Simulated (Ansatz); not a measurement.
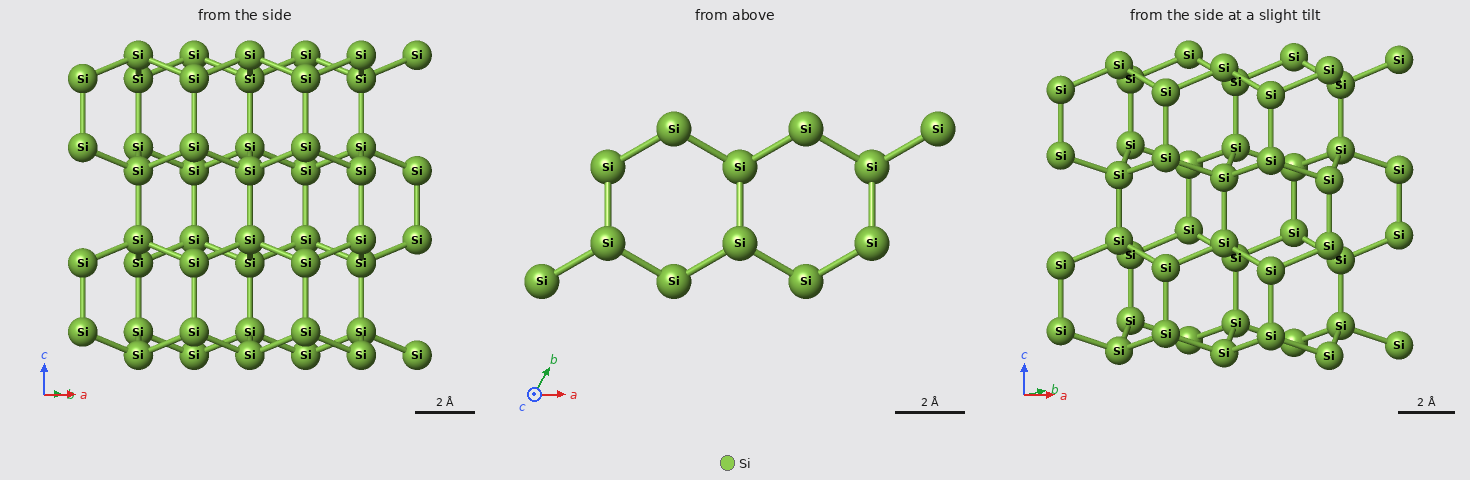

A ball-and-stick picture of a periodic slab, seen from the side, from above and from the side at a slight tilt. The surface normal points up in side views; the vacuum is left out. 3×2 cells are drawn in the plane, with atoms at the edges repeated.

The cell holds 8 Si.

Question: Read the thickness off the scale bar.

Answer: About 10 Å from the lowest to the highest atom.

Question: Write the layer sequence, upper face first.

Answer: Eight planes: Si / Si / Si / Si / Si / Si / Si / Si.

The starting point was a structure listed in the Materials Project. The cell was then strained or its atoms displaced on purpose. It went into a calculation with Ansatz.

At this level of theory the run's own cell isn't at rest (forces up to 0.9 eV/Å), so its distances can differ from those at equilibrium, the more so the softer the solid.
